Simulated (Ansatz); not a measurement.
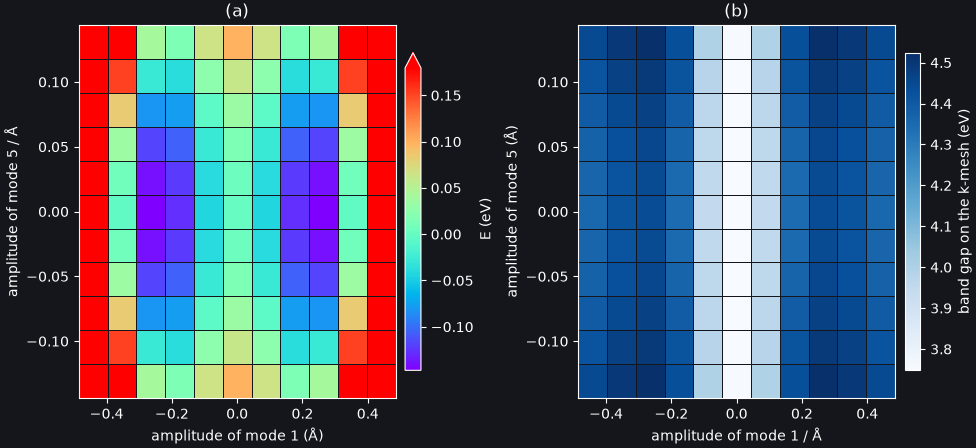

HfO2 (Fm-3m, No. 225; 6 atoms in the cell). 
- The energy is mapped over two normal modes frozen in (zone-centre modes of the 6-atom cell of this scan, which folds in the wave vector (0, 1/2, 1/2) of the primitive cell).
- First axis: amplitude of mode 1 (229i cm⁻¹), largest displacement. Second axis: amplitude of mode 5 (90 cm⁻¹), largest displacement.
- Nothing is relaxed (the cell and all other modes fixed).
- The grid has 11 × 11 points; 36 points were computed and 85 follow by symmetry.
- Points are written as (first, second).
- Energies are in eV per cell, from the relaxed high-symmetry cell.
- The calculation used DFT PBE, scalar-relativistic, plane waves, PAW (Ansatz). Settings: cutoff 520 eV, k-mesh 6×6×6, gaussian smearing 0.05 eV, no spin polarisation.

Panel (a) is the energy; panel (b) is the computed band gap on the k-mesh, in eV.

Drawn: one coloured cell a grid point, one colour for all values above the top of the scale.

### How does the band gap on the k-mesh vary over the map, and what is it at the lowest grid point?

It runs from 3.75 eV at (0.000 Å, −0.026 Å) to 4.52 eV at (−0.265 Å, −0.131 Å). At the lowest grid point, (−0.265 Å, 0.000 Å), it is 4.44 eV.

```csv
"second ↓, first →",−0.441,−0.353,−0.265,−0.176,−0.088,0.000,0.088,0.176,0.265,0.353,0.441
0.131,4.45,4.50,4.52,4.43,4.00,3.75,4.00,4.43,4.52,4.50,4.45
0.105,4.42,4.47,4.50,4.42,3.98,3.75,3.98,4.42,4.50,4.47,4.42
0.079,4.39,4.45,4.47,4.39,3.97,3.75,3.97,4.39,4.47,4.45,4.39
0.052,4.38,4.43,4.46,4.37,3.96,3.75,3.96,4.37,4.46,4.43,4.38
0.026,4.36,4.42,4.44,4.35,3.96,3.75,3.96,4.35,4.44,4.42,4.36
0.000,4.36,4.42,4.44,4.35,3.95,3.75,3.95,4.35,4.44,4.42,4.36
−0.026,4.36,4.42,4.44,4.35,3.96,3.75,3.96,4.35,4.44,4.42,4.36
−0.052,4.38,4.43,4.46,4.37,3.96,3.75,3.96,4.37,4.46,4.43,4.38
−0.079,4.39,4.45,4.47,4.39,3.97,3.75,3.97,4.39,4.47,4.45,4.39
−0.105,4.42,4.47,4.50,4.42,3.98,3.75,3.98,4.42,4.50,4.47,4.42
−0.131,4.45,4.50,4.52,4.43,4.00,3.75,4.00,4.43,4.52,4.50,4.45
```

PAW datasets: the set soft_1.
